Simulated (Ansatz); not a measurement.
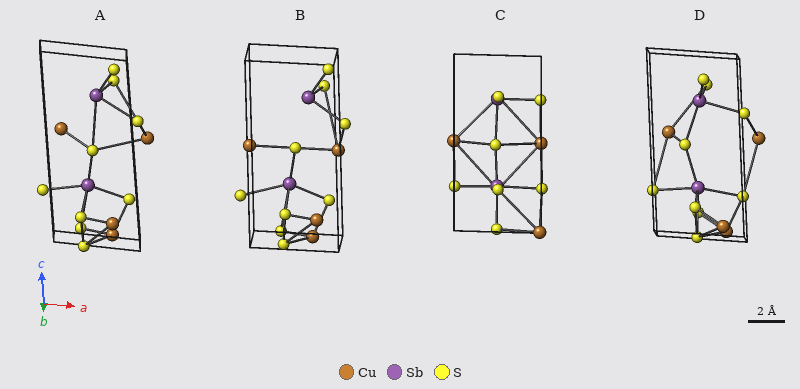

4 geometries from one relaxation of crystalline CuSbS₃ (built on the KZnF3-221 type type), in shuffled order. Style: ball-and-stick. Shown: the cell of the calculation, reduced to other axes, along the b axis. Lengths and directions refer to the drawn axes.

Case: shaken.

Theory: DFT, PBEsol, plane waves, PAW in Ansatz. Set-up: plane-wave cutoff 420 eV; k-point mesh 4 × 4 × 2; occupations fermi dirac; smearing width 0.05 eV; no spin polarisation; cell and atoms relaxed; force threshold 0.01 eV/Å; at most 120 steps.

Question: Order the frames from highest to lowest energy.

Answer: C, D, A, B. They are steps 0, 11, 22, 63, at +875 meV per atom, +190 meV per atom, +33.0 meV per atom relative to the last. After 55 accepted moves (63 points after the start) the energy has fallen by 875 meV per atom. The largest force component goes from 1.9 to 0.0067 eV/Å. The pressure goes from 0.09 to 0.02 GPa. The line search rejected the trial steps at points 26, 39, 45, 54, 57, 59 of the run. At 2 points the geometry stayed and the basis and grid were re-selected for the new cell (energy shift of 1.7 meV per atom at most each time). The atom that moves furthest relative to the cell is an S atom (2.35 Å along [3 −1 1]). By element the largest moves are S 2.35 Å, Cu 1.86 Å, Sb 1.53 Å. The drawn cell changes as follows: a 4.893 → 4.983 Å (+1.8 %), b 4.946 → 4.203 Å (−15.0 %), c 9.898 → 10.631 Å (+7.4 %), α 90.0° → 112.9°, β 91.6° → 93.9°, γ 91.2° → 95.6°; the volume changes by −15.3 %. Near-neighbour distances that change, for instance: Cu–S 7.689 → 2.451 Å, Cu–S 3.662 → 7.643 Å, Cu–S 3.545 → 6.836 Å, Cu–S 3.549 → 6.327 Å. New bonds form, among them: Cu–S (7.69 → 2.45 Å), S–S (3.38 → 2.02 Å), S–Sb (5.34 → 2.76 Å), S–Sb (5.64 → 2.89 Å). Bonds break, among them: S–Sb (2.40 → 3.49 Å), S–Sb (2.59 → 3.51 Å). Bond angles that change, for instance: S–Sb–S 174.5° → 107.6°, Sb–S–Sb 174.5° → 107.6°, S–Sb–S 92.9° → 158.2°. The space group stays P1 (No. 1).
